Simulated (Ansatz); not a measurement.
**Single-point calculation, with input and output: Sn$_{8}$O (part 1 of 2)**

System: Sn$_{8}$O (slab, 9 atoms in the cell).
Method: DFT, PBEsol, plane waves, PAW, no spin polarisation (Ansatz 0.2.0).

The structure derives from an entry of the Crystallography Open Database. Figures and captions count atoms from 1; the log counts them from 0 in places.

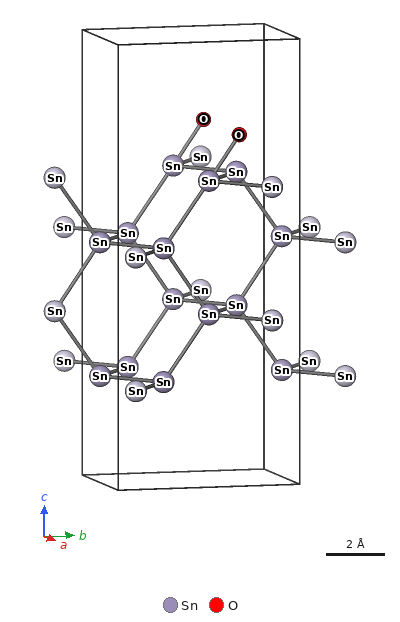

Fig. 1: The structure as given in the input (ball-and-stick view of the cell of the calculation, with the vacuum cut short, seen slightly off an axis; neighbours outside the cell are drawn fainter). An atom can appear more than once, as a periodic image.

### Input file
```yaml
crystal:
  lattice:
    - [4.6255804186, 0.0, 0.0]
    - [0.0, 6.5415585618, 0.0]
    - [0.0, 0.0, 25.9383706279]
  atoms:
    - { symbol: Sn, position: [0.5, 0.0, 0.3276998437] }
    - { symbol: Sn, position: [0.0, 0.25, 0.3276998437] }
    - { symbol: Sn, position: [0.0, 0.5, 0.416864666] }
    - { symbol: Sn, position: [0.5, 0.75, 0.416864666] }
    - { symbol: Sn, position: [0.5, -0.0008212281, 0.507759393] }
    - { symbol: Sn, position: [0.0, 0.2508212281, 0.507759393] }
    - { symbol: Sn, position: [0.0, 0.5006201598, 0.5966396219] }
    - { symbol: Sn, position: [0.5, 0.7493798402, 0.5966396219] }
    - { symbol: O, position: [0.0, 0.6672868265, 0.657420898] }
basis:
  ecutwfc: 420
kpoints:
  mp_grid: { grid: [6, 5, 1] }
hamiltonian:
  xc: pbesol
scf:
  occupations: { method: methfessel_paxton, width: 0.01 }
  convergence: { dr2_threshold: 1.0e-11 }
output:
  forces: true
  eigenvalues: true
efield:
  axis: 3
  dipole_correction: true
  ramp_width: 0.04
```

Hardware: 2 threads of Intel Xeon @ 2.50GHz (Skylake/Cascade Lake), 192 GiB of memory available, shared host.

Launched with:
```bash
ansatz run input.yaml --threads 2 --pin off --max-ram 5120MiB --backend cpu --events-out ev --progress --plain --runs-dir out
```

### Log
```
Engine: ansatz 0.2.0, x86_64-unknown-linux-gnu
Pseudopotentials: kind: paw
Pseudopotential: Sn, paw, valence charge 14, recommended cutoff 420 eV (normal), Sn.paw.azcp
Pseudopotential: O, paw, valence charge 6, recommended cutoff 420 eV (normal), O.paw.azcp
Functional definition: PBEsol
  exchange = pbesol_x
  correlation = pbesol_c
Crystal: 9 atoms, lattice volume = 784.856 Å³
Basis set: ecut = 420 eV, 15333 PW (Γ), exchange–correlation on 64×90×360 points (8 copies of the dense FFT grid, shifted against one another)
Bands: 71, of which v1, the nominal top of the filled ones, is band 59 counted from 1 (58 counted from 0)
Symmetry: 2 space group operations
Space group: Pm (ITA 6), of the structure as read, at distance tolerance 9.2e-5 Å
k-points: 12 of 30 (time reversal used)
Non-local potential: Sn, projectors of the file, l = 0: 2, l = 1: 2, l = 2: 2, l = 3: 2
Non-local potential: O, projectors of the file, l = 0: 2, l = 1: 2, l = 2: 1
PAW form: soft (Blöchl's): semilocal exchange-correlation on the pseudo side does not see the compensation charge
PAW frozen core: Sn, regenerated for the run's functional, and the local potential with it (the file was generated under x = pbe(κ = 0.804, μ = 0.2195149727645171), c = pbe(β = 0.06672455060314922))
PAW frozen core: O, regenerated for the run's functional, and the local potential with it (the file was generated under x = pbe(κ = 0.804, μ = 0.2195149727645171), c = pbe(β = 0.06672455060314922))
PAW one-centre angular grid: Sn, 590 points (default); XC on 64 Gauss nodes
PAW one-centre angular grid: O, 110 points (default); XC on 64 Gauss nodes
Initial density: superposition of atomic densities (neutral atoms: chi_scale 0, normalization atom), corrected by the library's trained network
Initial wavefunctions: pseudopotential atomic-orbital guess
Functional: x = pbesol(κ = 0.804, μ = 0.12345679012345678), c = pbesol(β = 0.046)
SCF iter   1: F=—  HF=-48153.240970 eV  |F-HF|=—  |Δ(HF+E_count)|=         —  Δρ=9.23e-3  dr2=2.56e0  ethr=1.77e-3  p=-0.238 e·Å  D=-5.49e-2 V/Å  ΔV_dip=1.42 eV  dr2_dipole=8.76e-1  V_vac-E_F(+/−)=5.96/4.53 eV  ⟨swp⟩=7.7  Hψ=3457  notcnv=0  defer=10
efield: sawtooth ramp at fractional position 0.9726 (placed from the atoms, in the widest stretch of the axis that holds none; the zero of the levels goes with the place), width 0.0400; the density the first Hamiltonian is built on has a dipole p = -0.238 e·Å; the dipole correction subtracts the counter field D = -5.49e-2 V/Å, which shifts the + side's vacuum level by +1.42 eV against the − side's; the planar-averaged density in the ramp window peaks in size at 4.2e-6 e/Å³
preconditioner: auto → LDOS  [metal: Δε(μ)=0.006 eV  Ē_g=18.348 eV  σ=0.010 eV  W_gap=0.48  n_scr=118 (ndim 8)  ℏωp=14.4 eV  f_vac=0.595  D(μ)=36.88/eV (n_scr^D=322)  β→1.0]
SCF iter   2: F=—  HF=-48153.102014 eV  |F-HF|=—  |Δ(HF+E_count)|=   1.39e-1  S|Δr|=    0.00e0  Δρ=5.87e-3  dr2=1.31e-1  ethr=1.77e-3  p=-0.272 e·Å  D=-6.28e-2 V/Å  ΔV_dip=1.63 eV  dr2_dipole=1.37e-3  V_vac-E_F(+/−)=6.10/4.47 eV  ⟨swp⟩=2.0  Hψ=1070  notcnv=0  defer=55
SCF iter   3: F=—  HF=-48153.154878 eV  |F-HF|=—  |Δ(HF+E_count)|=   5.29e-2  S|Δr|=    0.00e0  Δρ=4.35e-3  dr2=4.06e-1  ethr=1.11e-4  p=-0.278 e·Å  D=-6.40e-2 V/Å  ΔV_dip=1.66 eV  dr2_dipole=1.23e-1  V_vac-E_F(+/−)=6.08/4.42 eV  ⟨swp⟩=2.0  Hψ=1114  notcnv=0  defer=55
SCF iter   4: F=—  HF=-48153.158460 eV  |F-HF|=—  |Δ(HF+E_count)|=   3.58e-3  S|Δr|=    0.00e0  Δρ=2.94e-3  dr2=1.35e-1  ethr=1.11e-4  p=-0.286 e·Å  D=-6.59e-2 V/Å  ΔV_dip=1.71 eV  dr2_dipole=3.05e-2  V_vac-E_F(+/−)=6.09/4.39 eV  ⟨swp⟩=2.0  Hψ=883  notcnv=0  defer=55
SCF iter   5: F=—  HF=-48153.161935 eV  |F-HF|=—  |Δ(HF+E_count)|=   3.47e-3  S|Δr|=    0.00e0  Δρ=1.94e-3  dr2=6.30e-2  ethr=1.11e-4  p=-0.283 e·Å  D=-6.53e-2 V/Å  ΔV_dip=1.69 eV  dr2_dipole=2.01e-2  V_vac-E_F(+/−)=6.07/4.38 eV  ⟨swp⟩=2.0  Hψ=899  notcnv=0  defer=55
SCF iter   6: F=—  HF=-48153.165269 eV  |F-HF|=—  |Δ(HF+E_count)|=   3.33e-3  S|Δr|=    0.00e0  Δρ=7.85e-4  dr2=9.21e-3  ethr=5.34e-5  p=-0.274 e·Å  D=-6.31e-2 V/Å  ΔV_dip=1.64 eV  dr2_dipole=1.57e-3  V_vac-E_F(+/−)=6.03/4.39 eV  ⟨swp⟩=2.0  Hψ=925  notcnv=0  defer=55
SCF iter   7: F=—  HF=-48153.165088 eV  |F-HF|=—  |Δ(HF+E_count)|=   1.81e-4  S|Δr|=    0.00e0  Δρ=2.06e-4  dr2=1.13e-3  ethr=7.81e-6  p=-0.266 e·Å  D=-6.14e-2 V/Å  ΔV_dip=1.59 eV  dr2_dipole=1.64e-4  V_vac-E_F(+/−)=6.01/4.42 eV  ⟨swp⟩=2.2  Hψ=1038  notcnv=0  defer=55
SCF iter   8: F=—  HF=-48153.165086 eV  |F-HF|=—  |Δ(HF+E_count)|=   2.14e-6  S|Δr|=    0.00e0  Δρ=1.46e-4  dr2=6.44e-4  ethr=9.57e-7  p=-0.265 e·Å  D=-6.11e-2 V/Å  ΔV_dip=1.58 eV  dr2_dipole=1.10e-4  V_vac-E_F(+/−)=6.01/4.43 eV  ⟨swp⟩=2.9  Hψ=1529  notcnv=0  defer=55
SCF iter   9: F=—  HF=-48153.165080 eV  |F-HF|=—  |Δ(HF+E_count)|=   6.59e-6  S|Δr|=    0.00e0  Δρ=8.62e-5  dr2=3.36e-4  ethr=5.46e-7  p=-0.264 e·Å  D=-6.08e-2 V/Å  ΔV_dip=1.58 eV  dr2_dipole=5.47e-5  V_vac-E_F(+/−)=6.01/4.43 eV  ⟨swp⟩=1.3  Hψ=801  notcnv=0  defer=55
SCF iter  10: F=—  HF=-48153.165054 eV  |F-HF|=—  |Δ(HF+E_count)|=   2.59e-5  S|Δr|=    0.00e0  Δρ=5.09e-5  dr2=1.25e-4  ethr=2.85e-7  p=-0.263 e·Å  D=-6.06e-2 V/Å  ΔV_dip=1.57 eV  dr2_dipole=1.66e-5  V_vac-E_F(+/−)=6.00/4.43 eV  ⟨swp⟩=2.0  Hψ=847  notcnv=0  defer=55
SCF iter  11: F=—  HF=-48153.165043 eV  |F-HF|=—  |Δ(HF+E_count)|=   1.08e-5  S|Δr|=    0.00e0  Δρ=3.20e-5  dr2=4.25e-5  ethr=1.06e-7  p=-0.263 e·Å  D=-6.05e-2 V/Å  ΔV_dip=1.57 eV  dr2_dipole=7.63e-6  V_vac-E_F(+/−)=6.00/4.43 eV  ⟨swp⟩=2.7  Hψ=1342  notcnv=0  defer=55
SCF iter  12: F=—  HF=-48153.165014 eV  |F-HF|=—  |Δ(HF+E_count)|=   2.94e-5  S|Δr|=    0.00e0  Δρ=1.53e-5  dr2=1.17e-5  ethr=3.60e-8  p=-0.263 e·Å  D=-6.05e-2 V/Å  ΔV_dip=1.57 eV  dr2_dipole=9.42e-7  V_vac-E_F(+/−)=6.00/4.43 eV  ⟨swp⟩=3.0  Hψ=1477  notcnv=0  defer=55
SCF iter  13: F=—  HF=-48153.165021 eV  |F-HF|=—  |Δ(HF+E_count)|=   7.40e-6  S|Δr|=    0.00e0  Δρ=8.78e-6  dr2=2.15e-6  ethr=9.88e-9  p=-0.263 e·Å  D=-6.06e-2 V/Å  ΔV_dip=1.57 eV  dr2_dipole=4.42e-8  V_vac-E_F(+/−)=6.00/4.43 eV  ⟨swp⟩=2.4  Hψ=1100  notcnv=0  defer=55
SCF iter  14: F=—  HF=-48153.165018 eV  |F-HF|=—  |Δ(HF+E_count)|=   3.40e-6  S|Δr|=    0.00e0  Δρ=5.27e-6  dr2=9.77e-7  ethr=1.82e-9  p=-0.263 e·Å  D=-6.06e-2 V/Å  ΔV_dip=1.57 eV  dr2_dipole=7.13e-8  V_vac-E_F(+/−)=6.01/4.43 eV  ⟨swp⟩=2.8  Hψ=1530  notcnv=0  defer=55
SCF iter  15: F=—  HF=-48153.165018 eV  |F-HF|=—  |Δ(HF+E_count)|=   4.05e-8  S|Δr|=    0.00e0  Δρ=2.82e-6  dr2=2.05e-7  ethr=8.28e-10  p=-0.263 e·Å  D=-6.06e-2 V/Å  ΔV_dip=1.57 eV  dr2_dipole=7.31e-12  V_vac-E_F(+/−)=6.01/4.43 eV  ⟨swp⟩=2.2  Hψ=1003  notcnv=0  defer=55
SCF iter  16: F=—  HF=-48153.165018 eV  |F-HF|=—  |Δ(HF+E_count)|=   6.53e-8  S|Δr|=    0.00e0  Δρ=1.78e-6  dr2=6.54e-8  ethr=1.74e-10  p=-0.263 e·Å  D=-6.06e-2 V/Å  ΔV_dip=1.57 eV  dr2_dipole=3.08e-13  V_vac-E_F(+/−)=6.01/4.43 eV  ⟨swp⟩=2.2  Hψ=1093  notcnv=0  defer=55
SCF iter  17: F=—  HF=-48153.165018 eV  |F-HF|=—  |Δ(HF+E_count)|=   1.28e-8  S|Δr|=    0.00e0  Δρ=1.15e-6  dr2=2.29e-8  ethr=5.54e-11  p=-0.263 e·Å  D=-6.06e-2 V/Å  ΔV_dip=1.57 eV  dr2_dipole=2.16e-10  V_vac-E_F(+/−)=6.01/4.43 eV  ⟨swp⟩=2.0  Hψ=1507  notcnv=0  defer=55
SCF iter  18: F=—  HF=-48153.165018 eV  |F-HF|=—  |Δ(HF+E_count)|=   1.08e-9  S|Δr|=    0.00e0  Δρ=6.30e-7  dr2=5.87e-9  ethr=1.94e-11  p=-0.263 e·Å  D=-6.06e-2 V/Å  ΔV_dip=1.57 eV  dr2_dipole=3.12e-11  V_vac-E_F(+/−)=6.01/4.43 eV  ⟨swp⟩=3.0  Hψ=1507  notcnv=0  defer=55
SCF iter  19: F=—  HF=-48153.165018 eV  |F-HF|=—  |Δ(HF+E_count)|=   8.45e-9  S|Δr|=    0.00e0  Δρ=4.13e-7  dr2=2.27e-9  ethr=4.97e-12  p=-0.263 e·Å  D=-6.06e-2 V/Å  ΔV_dip=1.57 eV  dr2_dipole=2.39e-15  V_vac-E_F(+/−)=6.01/4.43 eV  ⟨swp⟩=3.0  Hψ=1581  notcnv=0  defer=55
SCF iter  20: F=—  HF=-48153.165018 eV  |F-HF|=—  |Δ(HF+E_count)|=   1.03e-8  S|Δr|=    0.00e0  Δρ=2.51e-7  dr2=8.50e-10  ethr=1.92e-12  p=-0.263 e·Å  D=-6.06e-2 V/Å  ΔV_dip=1.57 eV  dr2_dipole=1.11e-11  V_vac-E_F(+/−)=6.01/4.43 eV  ⟨swp⟩=2.7  Hψ=1325  notcnv=0  defer=55
SCF iter  21: F=—  HF=-48153.165018 eV  |F-HF|=—  |Δ(HF+E_count)|=   4.06e-9  S|Δr|=    0.00e0  Δρ=1.45e-7  dr2=3.02e-10  ethr=1.00e-12  p=-0.263 e·Å  D=-6.06e-2 V/Å  ΔV_dip=1.57 eV  dr2_dipole=1.13e-12  V_vac-E_F(+/−)=6.01/4.43 eV  ⟨swp⟩=3.0  Hψ=1518  notcnv=0  defer=55
SCF iter  22: F=—  HF=-48153.165018 eV  |F-HF|=—  |Δ(HF+E_count)|=   1.22e-9  S|Δr|=    0.00e0  Δρ=6.94e-8  dr2=9.28e-11  ethr=1.00e-12  p=-0.263 e·Å  D=-6.06e-2 V/Å  ΔV_dip=1.57 eV  dr2_dipole=1.71e-12  V_vac-E_F(+/−)=6.01/4.43 eV  ⟨swp⟩=1.0  Hψ=797  notcnv=0  defer=55
SCF iter  23: F=—  HF=-48153.165018 eV  |F-HF|=—  |Δ(HF+E_count)|=  4.22e-10  S|Δr|=    0.00e0  Δρ=4.02e-8  dr2=3.51e-11  ethr=1.00e-12  p=-0.263 e·Å  D=-6.06e-2 V/Å  ΔV_dip=1.57 eV  dr2_dipole=2.83e-13  V_vac-E_F(+/−)=6.01/4.43 eV  ⟨swp⟩=1.0  Hψ=797  notcnv=0  defer=55
SCF iter  24: F=—  HF=-48153.165018 eV  |F-HF|=—  |Δ(HF+E_count)|=  4.37e-11  S|Δr|=    0.00e0  Δρ=2.11e-8  dr2=1.20e-11  ethr=1.00e-12  p=-0.263 e·Å  D=-6.06e-2 V/Å  ΔV_dip=1.57 eV  dr2_dipole=1.63e-13  V_vac-E_F(+/−)=6.01/4.43 eV  ⟨swp⟩=1.0  Hψ=797  notcnv=0  defer=55
SCF iter  25: F=-48153.165018 eV  HF=-48153.165018 eV  |F-HF|=0.00e0  |Δ(HF+E_count)|=  7.28e-11  S|Δr|=    0.00e0  Δρ=1.25e-8  dr2=3.99e-12  ethr=1.00e-12  p=-0.263 e·Å  D=-6.06e-2 V/Å  ΔV_dip=1.57 eV  dr2_dipole=3.72e-13  V_vac-E_F(+/−)=6.01/4.43 eV  ⟨swp⟩=19.7  Hψ=4611  notcnv=0
SCF 1 converged in 25 iterations: F = -48153.165018 eV  dr2 = 3.99e-12
  greatest PAW one-centre occupation: 0.992 electrons in one spin orbital (limit 2), on the Sn atom at site 6 (counted from 0), in its partial waves of l = 2
```
